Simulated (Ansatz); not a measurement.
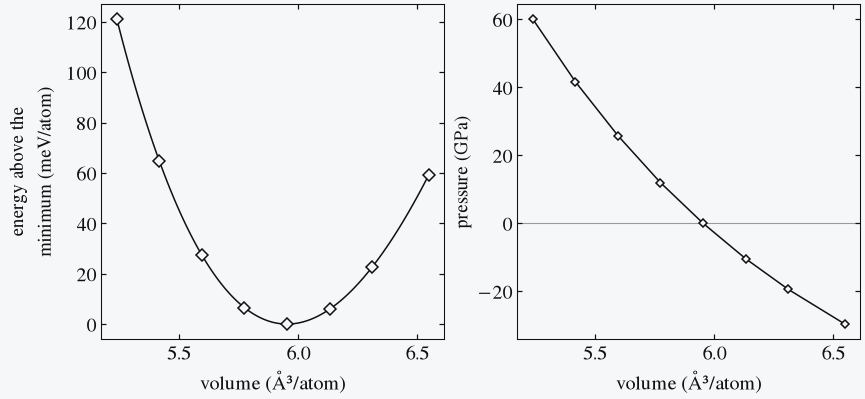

The figure shows the energy above the minimum and pressure against volume for BN, space group F-43m (No. 216).

Cell as given: a = 2.563 Å, b = 2.563 Å, c = 2.563 Å, α = 60.00°, β = 60.00°, γ = 60.00°; 2 atoms.

Computed with Ansatz 0.2.0: third-order Birch-Murnaghan fit to density functional energies at scaled volumes of the given relaxed cell, shape and atoms relaxed at each volume; energies count from the fitted minimum; plane waves with PAW datasets, Γ-centred k mesh. Level: PBE, no spin polarisation.

wave cutoff 420 eV; k mesh 12×12×12; occupations Gaussian; smearing width 0.02 eV.

Question: How stiff is the solid, and where is its volume at rest?

Answer: A third-order Birch–Murnaghan fit gives V0 = 5.95 Å³/atom, B0 = 371 GPa and B′ = 3.7.

Question: How does the pressure vary with volume?

Answer: It falls from 59.98 GPa at volume 5.239 Å³/atom to −29.65 GPa at 6.548 Å³/atom, and changes sign near 5.95 Å³/atom.
